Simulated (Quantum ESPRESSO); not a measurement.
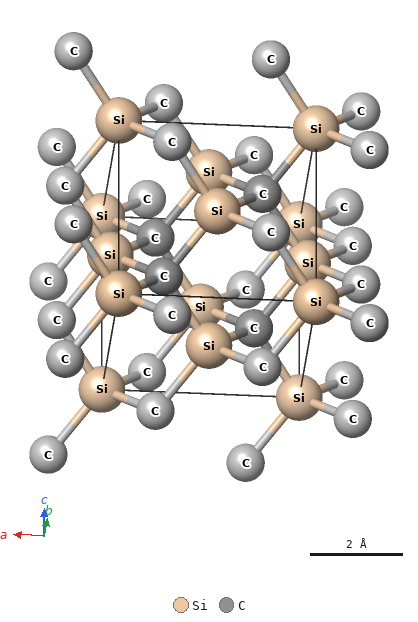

**Figure 1.** The structure (ball-and-stick view of the cell 4 times as large as that of the calculation, set on its symmetry axes, seen at an oblique angle; neighbours outside the cell are drawn fainter). Near neighbours in the crystal (not all of them lie inside the picture): Si has 4 C at 1.87 Å; C has 4 Si at 1.87 Å.

# Single-point calculation of SiC

The run: single-point calculation of SiC (2 atoms in the cell). Method and program: Kohn-Sham DFT of a periodic cell, PBE, SSSP 1.3 efficiency PBE, no spin polarisation (Quantum ESPRESSO 7.5).

The structure derives from an entry of the Crystallography Open Database. The volume is scaled by 0.98.

**Log**
```
This program is part of the open-source Quantum ESPRESSO suite
     for quantum simulation of materials; please cite
         "P. Giannozzi et al., J. Phys.:Condens. Matter 21 395502 (2009);
         "P. Giannozzi et al., J. Phys.:Condens. Matter 29 465901 (2017);
         "P. Giannozzi et al., J. Chem. Phys. 152 154105 (2020);
          URL
     in publications or presentations arising from this work. More details at

     file C.pbe-n-kjpaw_psl.1.0.0.UPF: wavefunction(s)  2S 2P renormalized
     Message from routine setup:
     using ibrav=0 with symmetry is DISCOURAGED, use correct ibrav instead

     Subspace diagonalization in iterative solution of the eigenvalue problem:
     a serial algorithm will be used

     G-vector sticks info
     --------------------
     sticks:   dense  smooth     PW     G-vecs:    dense   smooth      PW
     Sum        1027     511    163                21331     7631    1363

     Using Slab Decomposition

     bravais-lattice index     =            0
     lattice parameter (alat)  =       5.7842  a.u.
     unit-cell volume          =     136.8436 (a.u.)^3
     number of atoms/cell      =            2
     number of atomic types    =            2
     number of electrons       =         8.00
     number of Kohn-Sham states=            9
     kinetic-energy cutoff     =      55.0000  Ry
     charge density cutoff     =     440.0000  Ry
     scf convergence threshold =      4.0E-10
     mixing beta               =       0.5000
     number of iterations used =            8  plain     mixing
     Exchange-correlation= SLA  PW   PBX  PBC
                           (   1   4   3   4   0   0   0)

     celldm(1)=   5.784242  celldm(2)=   0.000000  celldm(3)=   0.000000
     celldm(4)=   0.000000  celldm(5)=   0.000000  celldm(6)=   0.000000

     crystal axes: (cart. coord. in units of alat)
               a(1) = (   0.000000   0.707107   0.707107 )
               a(2) = (   0.707107   0.000000   0.707107 )
               a(3) = (   0.707107   0.707107   0.000000 )

     reciprocal axes: (cart. coord. in units 2 pi/alat)
               b(1) = ( -0.707107  0.707107  0.707107 )
               b(2) = (  0.707107 -0.707107  0.707107 )
               b(3) = (  0.707107  0.707107 -0.707107 )

     PseudoPot. # 1 for Si read from file:
     Si.pbe-n-rrkjus_psl.1.0.0.UPF
     Pseudo is Ultrasoft + core correction, Zval =  4.0
     Generated using "atomic" code by A. Dal Corso  v.5.1
     Using radial grid of 1141 points,  6 beta functions with:
                l(1) =   0
                l(2) =   0
                l(3) =   1
                l(4) =   1
                l(5) =   2
                l(6) =   2
     Q(r) pseudized with 0 coefficients

     PseudoPot. # 2 for C  read from file:
     C.pbe-n-kjpaw_psl.1.0.0.UPF
     Pseudo is Projector augmented-wave + core cor, Zval =  4.0
     Generated using "atomic" code by A. Dal Corso  v.5.1
     Shape of augmentation charge: PSQ
     Using radial grid of 1073 points,  4 beta functions with:
                l(1) =   0
                l(2) =   0
                l(3) =   1
                l(4) =   1
     Q(r) pseudized with 0 coefficients

     atomic species   valence    mass     pseudopotential
     Si                4.00    28.08500     Si( 1.00)
     C                 4.00    12.01100     C ( 1.00)

     24 Sym. Ops. (no inversion) found

   Cartesian axes

     site n.     atom                  positions (alat units)
         1        Si     tau(   1) = (   0.0000000   0.0000000   0.0000000  )
         2        C      tau(   2) = (   1.0606602   1.0606602   1.0606602  )

     number of k points=    47  Fermi-Dirac smearing, width (Ry)=  0.0037
                       cart. coord. in units 2pi/alat
        k(    1) = (   0.0000000   0.0000000   0.0000000), wk =   0.0020000
        k(    2) = (   0.0707107   0.0707107  -0.0707107), wk =   0.0160000
        k(    3) = (   0.1414214   0.1414214  -0.1414214), wk =   0.0160000
        k(    4) = (   0.2121320   0.2121320  -0.2121320), wk =   0.0160000
        k(    5) = (   0.2828427   0.2828427  -0.2828427), wk =   0.0160000
        k(    6) = (  -0.3535534  -0.3535534   0.3535534), wk =   0.0080000
        k(    7) = (   0.1414214   0.0000000   0.0000000), wk =   0.0120000
        k(    8) = (   0.2121320   0.0707107  -0.0707107), wk =   0.0480000
        k(    9) = (   0.2828427   0.1414214  -0.1414214), wk =   0.0480000
        k(   10) = (   0.3535534   0.2121320  -0.2121320), wk =   0.0480000
        k(   11) = (  -0.2828427  -0.4242641   0.4242641), wk =   0.0480000
        k(   12) = (  -0.2121320  -0.3535534   0.3535534), wk =   0.0480000
        k(   13) = (  -0.1414214  -0.2828427   0.2828427), wk =   0.0480000
        k(   14) = (  -0.0707107  -0.2121320   0.2121320), wk =   0.0480000
        k(   15) = (   0.0000000  -0.1414214   0.1414214), wk =   0.0240000
        k(   16) = (   0.2828427   0.0000000   0.0000000), wk =   0.0120000
        k(   17) = (   0.3535534   0.0707107  -0.0707107), wk =   0.0480000
        k(   18) = (   0.4242641   0.1414214  -0.1414214), wk =   0.0480000
        k(   19) = (  -0.2121320  -0.4949747   0.4949747), wk =   0.0480000
        k(   20) = (  -0.1414214  -0.4242641   0.4242641), wk =   0.0480000
        k(   21) = (  -0.0707107  -0.3535534   0.3535534), wk =   0.0480000
        k(   22) = (   0.0000000  -0.2828427   0.2828427), wk =   0.0240000
        k(   23) = (   0.4242641   0.0000000   0.0000000), wk =   0.0120000
        k(   24) = (   0.4949747   0.0707107  -0.0707107), wk =   0.0480000
        k(   25) = (  -0.1414214  -0.5656854   0.5656854), wk =   0.0480000
        k(   26) = (  -0.0707107  -0.4949747   0.4949747), wk =   0.0480000
        k(   27) = (  -0.0000000  -0.4242641   0.4242641), wk =   0.0240000
        k(   28) = (   0.5656854   0.0000000   0.0000000), wk =   0.0120000
        k(   29) = (  -0.0707107  -0.6363961   0.6363961), wk =   0.0480000
        k(   30) = (   0.0000000  -0.5656854   0.5656854), wk =   0.0240000
        k(   31) = (  -0.7071068   0.0000000   0.0000000), wk =   0.0060000
        k(   32) = (   0.2828427   0.1414214   0.0000000), wk =   0.0480000
        k(   33) = (   0.3535534   0.2121320  -0.0707107), wk =   0.0960000
        k(   34) = (  -0.2828427  -0.4242641   0.5656854), wk =   0.0960000
        k(   35) = (  -0.2121320  -0.3535534   0.4949747), wk =   0.0480000
        k(   36) = (   0.4242641   0.1414214  -0.0000000), wk =   0.0480000
        k(   37) = (  -0.2121320  -0.4949747   0.6363961), wk =   0.0960000
        k(   38) = (  -0.1414214  -0.4242641   0.5656854), wk =   0.0960000
        k(   39) = (  -0.0707107  -0.3535534   0.4949747), wk =   0.0960000
        k(   40) = (   0.0000000  -0.2828427   0.4242641), wk =   0.0480000
        k(   41) = (  -0.1414214  -0.5656854   0.7071068), wk =   0.0480000
        k(   42) = (  -0.0707107  -0.4949747   0.6363961), wk =   0.0960000
        k(   43) = (  -0.0000000  -0.4242641   0.5656854), wk =   0.0480000
        k(   44) = (  -0.7071068   0.1414214   0.0000000), wk =   0.0240000
        k(   45) = (  -0.1414214  -0.4242641   0.7071068), wk =   0.0480000
        k(   46) = (  -0.0707107  -0.3535534   0.6363961), wk =   0.0480000
        k(   47) = (  -0.7071068   0.2828427   0.0000000), wk =   0.0240000

     Dense  grid:    21331 G-vectors     FFT dimensions: (  40,  40,  40)

     Smooth grid:     7631 G-vectors     FFT dimensions: (  27,  27,  27)

     Initial potential from superposition of free atoms

     starting charge       7.9994, renormalised to       8.0000
     Starting wfcs are    8 randomized atomic wfcs +    1 random wfcs
     Checking if some PAW data can be deallocated...

     Self-consistent Calculation

     iteration #  1     ecut=    55.00 Ry     beta= 0.50
     Davidson diagonalization with overlap
     ethr =  1.00E-02,  avg # of iterations =  5.6

     total energy              =     -29.78109639 Ry
     estimated scf accuracy    <       0.44963159 Ry

     iteration #  2     ecut=    55.00 Ry     beta= 0.50
     Davidson diagonalization with overlap
     ethr =  5.62E-03,  avg # of iterations =  1.6

     total energy              =     -29.88869073 Ry
     estimated scf accuracy    <       0.02315663 Ry

     iteration #  3     ecut=    55.00 Ry     beta= 0.50
     Davidson diagonalization with overlap
     ethr =  2.89E-04,  avg # of iterations =  2.2

     total energy              =     -29.89166923 Ry
     estimated scf accuracy    <       0.00323037 Ry

     iteration #  4     ecut=    55.00 Ry     beta= 0.50
     Davidson diagonalization with overlap
     ethr =  4.04E-05,  avg # of iterations =  2.0

     total energy              =     -29.89182313 Ry
     estimated scf accuracy    <       0.00030843 Ry

     iteration #  5     ecut=    55.00 Ry     beta= 0.50
     Davidson diagonalization with overlap
     ethr =  3.86E-06,  avg # of iterations =  3.9

     total energy              =     -29.89186627 Ry
     estimated scf accuracy    <       0.00000895 Ry

     iteration #  6     ecut=    55.00 Ry     beta= 0.50
     Davidson diagonalization with overlap
     ethr =  1.12E-07,  avg # of iterations =  2.1

     total energy              =     -29.89186894 Ry
     estimated scf accuracy    <       0.00000018 Ry

     iteration #  7     ecut=    55.00 Ry     beta= 0.50
     Davidson diagonalization with overlap
     ethr =  2.24E-09,  avg # of iterations =  1.9

     total energy              =     -29.89186900 Ry
     estimated scf accuracy    <       0.00000004 Ry

     iteration #  8     ecut=    55.00 Ry     beta= 0.50
     Davidson diagonalization with overlap
     ethr =  4.87E-10,  avg # of iterations =  2.0

     total energy              =     -29.89186901 Ry
     estimated scf accuracy    <          1.2E-09 Ry

     iteration #  9     ecut=    55.00 Ry     beta= 0.50
     Davidson diagonalization with overlap
     ethr =  1.44E-11,  avg # of iterations =  2.5

     End of self-consistent calculation

          k = 0.0000 0.0000 0.0000 (   941 PWs)   bands (ev):

    -5.8457   9.7253   9.7253   9.7253  16.1989  17.1717  17.1717  17.1717
    24.3488

          k = 0.0707 0.0707-0.0707 (   932 PWs)   bands (ev):

    -5.6473   8.7125   9.5908   9.5908  16.4273  17.4176  17.4176  17.4774
    23.3911

          k = 0.1414 0.1414-0.1414 (   938 PWs)   bands (ev):

    -5.0605   6.5716   9.2821   9.2821  16.1098  17.7722  17.7722  18.7013
    22.7251

          k = 0.2121 0.2121-0.2121 (   941 PWs)   bands (ev):

    -4.1205   4.2275   8.9640   8.9640  15.6993  17.6081  17.6081  19.6480
    23.5776

          k = 0.2828 0.2828-0.2828 (   941 PWs)   bands (ev):

    -2.9537   2.1382   8.7439   8.7439  15.4306  17.2093  17.2093  19.9034
    25.6868

          k =-0.3536-0.3536 0.3536 (   960 PWs)   bands (ev):

    -2.2038   1.0699   8.6668   8.6668  15.3406  17.0345  17.0345  19.8982
    26.1689

          k = 0.1414 0.0000 0.0000 (   937 PWs)   bands (ev):

    -5.5811   8.9762   9.2462   9.2462  16.3418  16.9846  17.8872  17.8872
    21.9567

          k = 0.2121 0.0707-0.0707 (   935 PWs)   bands (ev):

    -5.1234   7.3041   8.8115   9.1015  15.9806  17.3423  18.4914  18.5157
    21.2599

          k = 0.2828 0.1414-0.1414 (   944 PWs)   bands (ev):

    -4.2984   5.0719   8.4696   8.7303  15.6896  17.5086  18.5971  18.8476
    22.1739

          k = 0.3536 0.2121-0.2121 (   931 PWs)   bands (ev):

    -3.1871   2.9052   8.2808   8.3145  15.4415  17.0912  18.1348  19.9510
    23.3594

          k =-0.2828-0.4243 0.4243 (   940 PWs)   bands (ev):

    -2.1619   1.3714   7.9151   8.3715  15.4265  16.8212  17.6791  20.6059
    24.8402

          k =-0.2121-0.3536 0.3536 (   942 PWs)   bands (ev):

    -2.4359   1.7502   7.7244   8.6194  15.6793  16.8577  17.5030  20.5979
    25.0030

          k =-0.1414-0.2828 0.2828 (   941 PWs)   bands (ev):

    -3.5802   3.5976   7.7618   8.9969  16.0760  17.2547  17.6200  19.9606
    22.7802

          k =-0.0707-0.2121 0.2121 (   940 PWs)   bands (ev):

    -4.6124   5.8121   8.0601   9.3951  16.5118  17.6429  17.7308  18.9851
    21.5600

          k = 0.0000-0.1414 0.1414 (   931 PWs)   bands (ev):

    -5.3192   7.7658   8.7158   9.6469  16.8024  17.1598  17.4817  18.4767
    21.9337

          k = 0.2828 0.0000 0.0000 (   942 PWs)   bands (ev):

    -4.7978   7.3401   8.2599   8.2599  14.7826  16.9405  19.5369  19.5369
    20.7502

          k = 0.3536 0.0707-0.0707 (   944 PWs)   bands (ev):

    -4.1004   5.7805   7.8089   7.8391  14.2555  16.6502  19.6066  20.1151
    22.1140

          k = 0.4243 0.1414-0.1414 (   933 PWs)   bands (ev):

    -3.0882   3.8353   7.1011   7.6505  14.0878  17.4213  19.4605  19.8786
    23.3915

          k =-0.2121-0.4950 0.4950 (   942 PWs)   bands (ev):

    -1.9852   2.1530   6.4143   7.7253  14.1559  18.1118  19.3281  20.2392
    23.7766

          k =-0.1414-0.4243 0.4243 (   941 PWs)   bands (ev):

    -1.7410   1.8360   5.9611   8.0466  14.5906  18.1542  18.8776  21.1208
    24.1717

          k =-0.0707-0.3536 0.3536 (   939 PWs)   bands (ev):

    -2.7255   3.2464   5.8701   8.5458  15.3883  18.1456  18.5976  20.2131
    22.5847

          k = 0.0000-0.2828 0.2828 (   945 PWs)   bands (ev):

    -3.8055   4.8876   6.4650   9.0767  16.3886  17.9054  18.2324  19.0620
    21.3459

          k = 0.4243 0.0000 0.0000 (   946 PWs)   bands (ev):

    -3.5362   5.3568   7.3298   7.3298  12.9248  15.4188  21.4542  21.4542
    22.3802

          k = 0.4950 0.0707-0.0707 (   943 PWs)   bands (ev):

    -2.6515   4.1163   6.5284   7.0641  12.6099  15.4363  21.5618  21.8444
    23.7296

          k =-0.1414-0.5657 0.5657 (   945 PWs)   bands (ev):

    -1.6070   2.8629   5.3110   7.0852  12.8571  16.7714  21.3604  21.4339
    24.0749

          k =-0.0707-0.4950 0.4950 (   953 PWs)   bands (ev):

    -1.0479   2.3102   4.4141   7.3885  13.3771  18.5676  20.7634  21.3714
    23.1901

          k =-0.0000-0.4243 0.4243 (   945 PWs)   bands (ev):

    -1.7016   2.9286   4.3859   7.9203  14.2370  19.2663  19.8594  20.7663
    23.3667

          k = 0.5657 0.0000 0.0000 (   942 PWs)   bands (ev):

    -1.9203   3.2373   6.7100   6.7100  11.5437  14.4376  23.1796  23.1796
    24.0731

          k =-0.0707-0.6364 0.6364 (   950 PWs)   bands (ev):

    -1.0698   2.3681   5.8364   6.6481  11.7179  14.8337  23.2693  23.2828
    24.4247

          k = 0.0000-0.5657 0.5657 (   951 PWs)   bands (ev):

    -0.6620   2.2446   4.5063   6.8865  12.4407  16.5347  22.4008  22.8962
    23.4413

          k =-0.7071 0.0000 0.0000 (   950 PWs)   bands (ev):

    -0.7328   1.8588   6.4952   6.4952  11.0626  14.1192  23.9783  23.9783
    24.7804

          k = 0.2828 0.1414 0.0000 (   946 PWs)   bands (ev):

    -4.5454   6.2673   7.6476   8.9474  15.6430  17.5516  18.4205  19.0921
    21.4763

          k = 0.3536 0.2121-0.0707 (   947 PWs)   bands (ev):

    -3.6228   4.4497   6.9564   8.5374  15.4890  17.5842  18.5452  19.4184
    22.3875

          k =-0.2828-0.4243 0.5657 (   940 PWs)   bands (ev):

    -2.4878   2.5436   6.7291   8.0792  15.2957  17.0635  19.1364  20.1627
    23.5114

          k =-0.2121-0.3536 0.4950 (   942 PWs)   bands (ev):

    -1.7727   1.5469   6.6898   7.8776  15.2251  16.8450  19.0843  21.0225
    24.0444

          k = 0.4243 0.1414-0.0000 (   947 PWs)   bands (ev):

    -3.3058   4.7877   6.6588   7.5711  13.8878  16.4180  19.6088  21.2320
    22.9167

          k =-0.2121-0.4950 0.6364 (   941 PWs)   bands (ev):

    -2.2558   3.3737   5.8552   7.0800  14.0551  17.3166  19.1928  21.5397
    23.6340

          k =-0.1414-0.4243 0.5657 (   948 PWs)   bands (ev):

    -1.3394   2.2044   5.2819   6.9998  14.3500  17.9904  19.8182  21.3393
    23.1605

          k =-0.0707-0.3536 0.4950 (   946 PWs)   bands (ev):

    -1.5990   2.5456   4.9974   7.3615  14.8328  17.8542  20.1467  20.8730
    23.0794

          k = 0.0000-0.2828 0.4243 (   937 PWs)   bands (ev):

    -2.6481   3.7500   5.4158   7.9741  15.3644  17.7547  18.7330  20.5137
    22.7629

          k =-0.1414-0.5657 0.7071 (   944 PWs)   bands (ev):

    -1.7442   3.1912   6.0170   6.3577  12.6647  15.5522  21.3138  23.1618
    24.0014

          k =-0.0707-0.4950 0.6364 (   943 PWs)   bands (ev):

    -0.8866   2.5233   4.7986   6.2635  13.3153  16.8870  20.7613  22.8698
    23.5950

          k =-0.0000-0.4243 0.5657 (   946 PWs)   bands (ev):

    -0.8360   2.5979   4.0461   6.6719  14.0266  18.5160  20.4012  21.3140
    23.0970

          k =-0.7071 0.1414 0.0000 (   956 PWs)   bands (ev):

    -0.6547   2.0682   5.8518   5.8667  12.2555  15.2657  22.5213  23.8286
    24.0484

          k =-0.1414-0.4243 0.7071 (   940 PWs)   bands (ev):

    -1.2932   2.9362   4.8070   6.2034  14.6745  18.1251  18.6878  22.2271
    23.3584

          k =-0.0707-0.3536 0.6364 (   938 PWs)   bands (ev):

    -0.7564   2.5828   4.4755   5.8087  14.9078  18.3619  19.7854  20.6135
    23.5878

          k =-0.7071 0.2828 0.0000 (   942 PWs)   bands (ev):

    -0.5166   2.5502   4.8412   5.0709  14.4383  17.9185  19.9248  21.1126
    24.1664

     the Fermi energy is    10.4137 ev

!    total energy              =     -29.89186901 Ry
     estimated scf accuracy    <          1.5E-10 Ry
     smearing contrib. (-TS)   =      -0.00000000 Ry
     internal energy E=F+TS    =     -29.89186901 Ry

     The total energy is F=E-TS. E is the sum of the following terms:
     one-electron contribution =       6.03355096 Ry
     hartree contribution      =       2.31793351 Ry
     xc contribution           =     -11.00515416 Ry
     ewald contribution        =     -21.07265323 Ry
     one-center paw contrib.   =      -6.16554609 Ry

     convergence has been achieved in   9 iterations

     Forces acting on atoms (cartesian axes, Ry/au):

     atom    1 type  1   force =     0.00000000   -0.00000000    0.00000000
     atom    2 type  2   force =    -0.00000000    0.00000000   -0.00000000

     Total force =     0.000000     Total SCF correction =     0.000000

     Computing stress (Cartesian axis) and pressure

          total   stress  (Ry/bohr**3)                   (kbar)     P=       82.21
   0.00055886   0.00000000  -0.00000000           82.21        0.00       -0.00
   0.00000000   0.00055886  -0.00000000            0.00       82.21       -0.00
   0.00000000  -0.00000000   0.00055886            0.00       -0.00       82.21

=------------------------------------------------------------------------------=
   JOB DONE.
=------------------------------------------------------------------------------=
```

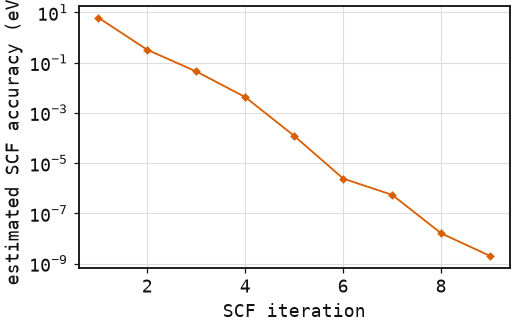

**Figure 2.** Convergence of the self-consistent field: estimated SCF accuracy against the iteration. The field takes 9 iterations in all.

This output came from the following input.

**The input**
```
&CONTROL
  calculation = 'scf'
  prefix = 'pwscf'
  outdir = './tmp'
  pseudo_dir = './pseudo'
  tprnfor = .true.
  tstress = .true.
  disk_io = 'nowf'
/
&SYSTEM
  ibrav = 0
  nat = 2
  ntyp = 2
  ecutwfc = 55
  ecutrho = 440
  nbnd = 9
  occupations = 'smearing'
  smearing = 'fd'
  degauss = 0.00367493
/
&ELECTRONS
  conv_thr = 4d-10
  electron_maxstep = 120
  mixing_beta = 0.5
/
ATOMIC_SPECIES
Si    28.0850 Si.pbe-n-rrkjus_psl.1.0.0.UPF
C     12.0110 C.pbe-n-kjpaw_psl.1.0.0.UPF
CELL_PARAMETERS angstrom
   0.0000000000    2.1643753983    2.1643753983
   2.1643753983    0.0000000000    2.1643753983
   2.1643753983    2.1643753983    0.0000000000
ATOMIC_POSITIONS crystal
Si     0.0000000000    0.0000000000    0.0000000000
C      0.7500000000    0.7500000000    0.7500000000
K_POINTS automatic
10 10 10 0 0 0
```

Launched with:
```bash
OMP_NUM_THREADS=1 pw.x -in pw.in > pw.out
```

**Results in brief**

```csv
quantity,value
outcome,converged
space group (tolerance 0.01 Å),F-43m (216)
electrons treated,8
free energy,−406.6996 eV
Fermi energy,10.414 eV
gap on the k-point mesh,1.34 eV
pressure,8.22 GPa
largest force (length of the vector),under 0.001 eV/Å
hardware,"1 thread of Intel Xeon (Granite Rapids), 192 GiB of memory available, shared host"
wall time,7.6 s
peak memory,0.14 GiB
```

**Remarks**

The cell is under a pressure of 8.2 GPa at this level, so it is not at its equilibrium volume.
